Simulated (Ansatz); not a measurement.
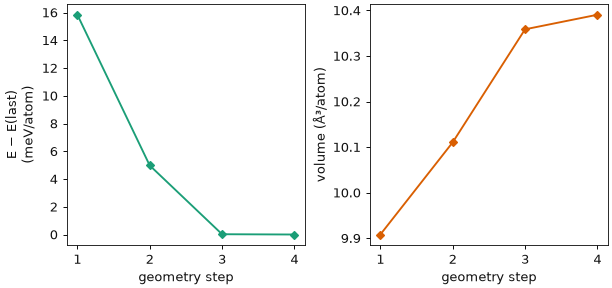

History of a geometry optimisation. Atoms and cell relax. A closing SCF on a freshly chosen basis isn't drawn.

```
crystal:
  lattice:
    - [0.0, 1.704724, 1.704724]
    - [1.704724, 0.0, 1.704724]
    - [1.704724, 1.704724, 0.0]
  atoms:
    - { symbol: Ni, position: [0.0, 0.0, 0.0] }
  symmetry: { tolerance: 0.0003 }
kpoints:
  mp_grid: { grid: [11, 11, 11], shift: [0, 0, 0] }
magnetization:
  spin_polarized: false
scf:
  occupations: { method: cold, width: 0.0173 }
hamiltonian:
  pseudopotentials: { kind: paw }
  xc: r2scan
  hubbard: { sites: [{ species: Ni, l: d, u_eff: 3.0 }], double_counting: fll }
basis:
  ecutwfc: 500
output:
  forces: true
  stress: true
  eigenvalues: true
  write_density: true
  write_potential: true
  elf: true
  volumetric_format: npy
relax:
  max_steps: 40
  cell: {}
```

Command:
```bash
ansatz run input.yaml --threads 1 --pin off --max-ram 2560MiB --backend cpu --events-out ev --progress --plain --runs-dir out
```

Q: How did it end, and what did it gain?

A: The optimisation met its thresholds at geometry 4, counting the start as the first. The energy fell by about 16 meV/atom from the first step to the last. All forces vanish by symmetry, so only the cell moves.

Q: What happens to the cell?

A: The volume grows from 9.91 to 10.39 Å³ per atom (+4.9 %). The start was compressed.
